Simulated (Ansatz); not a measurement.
# Ge$_{2}$H (slab): what the fields show

Input

```
crystal:
  lattice:
    - [4.022689546, 0.0, 0.0]
    - [-2.011344773, 3.4837513384, 0.0]
    - [0.0, 0.0, 17.6842610184]
  atoms:
    - { symbol: Ge, position: [0.3333333333, 0.6666666667, 0.2648830513] }
    - { symbol: Ge, position: [0.6666666667, 0.3333333333, 0.2261898304] }
    - { symbol: H, position: [0.5555555556, 0.4444444444, 0.4497932376], spin: 1.0 }
basis:
  ecutwfc: 420
kpoints:
  mp_grid: { grid: [9, 9, 1] }
hamiltonian:
  xc: pbe
  pseudopotentials: { kind: paw, azcp: { folder: soft_1 } }
  dispersion: d3bj
scf:
  occupations: { method: gaussian, width: 0.1 }
output:
  forces: true
  eigenvalues: true
  populations: true
  write_density: true
  write_potential: true
  elf: true
  volumetric_format: npy
magnetization:
  spin_polarized: true
efield:
  axis: 3
  dipole_correction: true
  ramp_width: 0.04
```

Run with:

```sh
ansatz run input.yaml --threads 1 --pin off --max-ram 3072MiB --backend cpu --events-out ev --progress --plain --runs-dir out
```

A point of a scan over the structure, not its minimum; PAW files of the earlier set (soft_1); spin-polarised.

These are results of Ansatz, DFT PBE+D3(BJ), scalar-relativistic, plane waves, PAW, not measurements.

The density is the valence pseudo-density of a PAW calculation; it isn't the true density close to the nuclei.

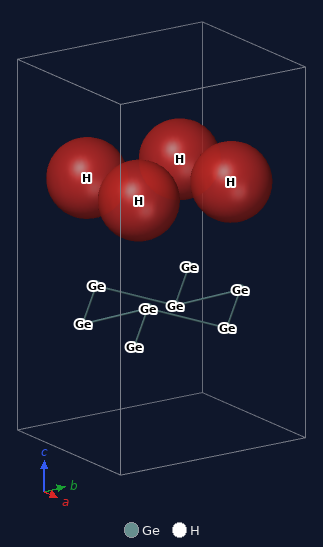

Figure 1. Isosurface of the spin density at +0.03 e/Å³ (red), seen slightly off an axis. Sticks mark near contacts.

> Where is the spin, and how is it ordered?

The spin density sits on H: +0.9 μB in one cell of 3 atoms: a single local moment. The cell of the calculation (3 atoms) carries 1.0 μB of net spin moment.

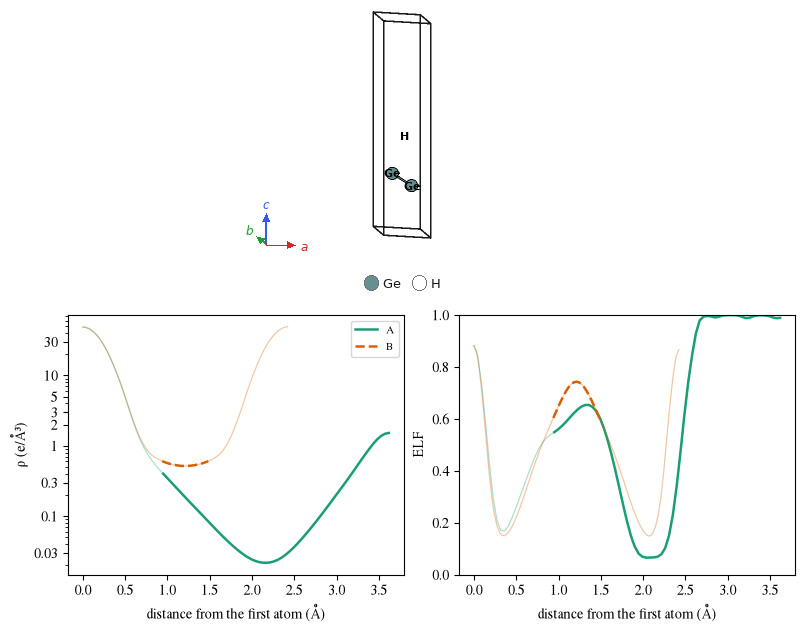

Figure 2. Valence charge density (pseudo) and electron localisation function along straight lines between neighbouring atoms. Thin, pale parts lie inside the atomic spheres. The structure is drawn too.

> Which curve belongs to which contact (Ge–Ge and Ge–H)? The first atom named is at distance zero.

Curve A: Ge–H (3.62 Å): the density is about 0.03 e/Å³ at the midpoint; the ELF climbs to about 1 towards the hydrogen. Curve B: Ge–Ge (2.42 Å): ρ is about 0.52 e/Å³ halfway; the ELF peaks at about 0.75 between the atoms.
